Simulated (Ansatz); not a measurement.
The Ansatz input:

```
crystal:
  lattice:
    - [6.3671172898, 0.0, 0.0]
    - [0.0, 6.3671172898, 0.0]
    - [0.0, 0.0, 26.8559172898]
  atoms:
    - { symbol: W, position: [0.25, 0.75, 0.2978859338] }
    - { symbol: W, position: [0.25, 0.25, 0.2978859338] }
    - { symbol: W, position: [0.75, 0.75, 0.2978859338] }
    - { symbol: W, position: [0.75, 0.25, 0.2978859338] }
    - { symbol: W, position: [0.5, 0.5, 0.3571570175] }
    - { symbol: W, position: [0.5, 0.0, 0.3571570175] }
    - { symbol: W, position: [0.0, 0.5, 0.3571570175] }
    - { symbol: W, position: [0.0, 0.0, 0.3571570175] }
    - { symbol: W, position: [0.7523803093, 0.2484082432, 0.4159327813] }
    - { symbol: W, position: [0.7475314653, 0.7515941476, 0.4159502233] }
    - { symbol: W, position: [0.2490416299, 0.251585008, 0.4159149697] }
    - { symbol: W, position: [0.2508826717, 0.7484103084, 0.4159340306] }
    - { symbol: W, position: [0.0020535081, -0.0026186034, 0.4755424638] }
    - { symbol: W, position: [-0.0064879768, 0.505066397, 0.4759459167] }
    - { symbol: W, position: [0.4977661975, 0.0024981447, 0.4755200837] }
    - { symbol: W, position: [0.5063432627, 0.4948763155, 0.475972043] }
    - { symbol: W, position: [0.2760171306, 0.7167043631, 0.5303282544] }
    - { symbol: W, position: [0.2238304591, 0.283203191, 0.5302612684] }
    - { symbol: W, position: [0.7237689872, 0.7854122163, 0.5337497616] }
    - { symbol: W, position: [0.7759406568, 0.2142314355, 0.5337522604] }
basis:
  ecutwfc: 420
kpoints:
  mp_grid: { grid: [3, 3, 1] }
hamiltonian:
  xc: pbe
scf:
  occupations: { method: gaussian, width: 0.1 }
output:
  forces: true
  eigenvalues: true
  write_density: true
  volumetric_format: npy
efield:
  axis: 3
  dipole_correction: true
  ramp_width: 0.04
```

Launched with:
```bash
ansatz run input.yaml --threads 4 --pin off --max-ram 10240MiB --backend cpu --events-out ev --progress --plain --runs-dir out
```

What does the potential across the slab give for the work function?

The work function is 4.33 eV at the right face and 4.15 eV at the left. The vacuum levels differ by 0.18 eV, so the slab carries a dipole along its normal. The outermost atoms are 6.3 Å apart, which leaves 20.5 Å of vacuum in a cell 26.9 Å high.

The atoms aren't at rest in this cell (largest force 1.6 eV/Å), so the relaxed material can differ. Spin-orbit coupling is left out, which matters for W.

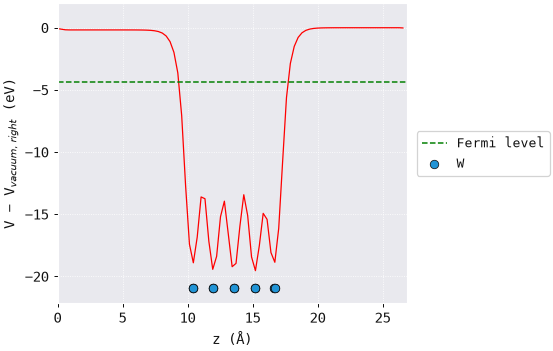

Plane-averaged electrostatic potential energy of an electron across the slab; circles at the bottom mark the heights of the atoms.
